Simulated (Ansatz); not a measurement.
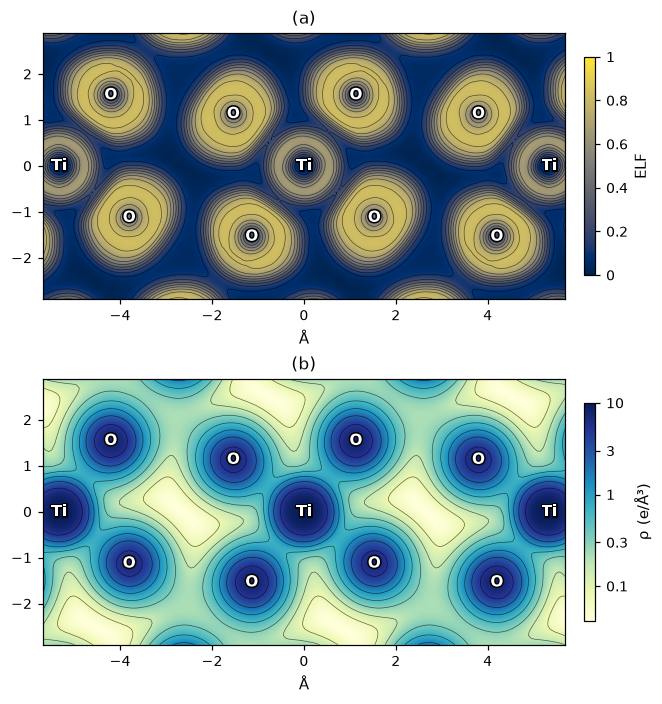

Figure. TiO₂. (a) electron localisation function; (b) valence pseudo-density on the (111) plane of the conventional cell.

Space group P4₂/mnm; changed on purpose from its base cell (volume × 0.91, shape and atoms relaxed); computed pressure about 24 GPa in this cell; computed without spin polarisation.

These are results of DFT PBE, scalar-relativistic, plane waves, PAW (Ansatz 0.2.0), not measurements.

In a PAW calculation such maps are meaningful between the atoms, not at the nuclei.

```xyz
6
Lattice="4.4719 0.0000 0.0000 0.0000 4.4719 0.0000 0.0000 0.0000 2.9078" Properties=species:S:1:pos:R:3 pbc="T T T"
Ti    0.0000    0.0000    0.0000
Ti    2.2360    2.2360    1.4539
O     1.3520    1.3520    0.0000
O     0.8840    3.5879    1.4539
O     3.1200    3.1200    0.0000
O     3.5879    0.8840    1.4539
```

**Interpret the plot.**

- The plane passes through Ti and O nuclei.
- Ti–O (1.92 Å): the density is about 0.78 e/Å³ at the midpoint; the ELF peaks at about 0.80 in the valence shell of O, 0.6 Å from its nucleus, and is about 0.20 at the midpoint: no shared electron pair shows on this line.
- Between the atoms the lowest density in this plane is 0.04 e/Å³.
- The features right at Ti lie inside the PAW spheres, where the map follows smoothed inner orbitals and isn't to be read closely.

**Metal or insulator at this level of theory?**

It is gapped, with a Kohn–Sham gap of 2.0 eV on the k-point mesh (the band edges may lie off the mesh, which would make the gap smaller).
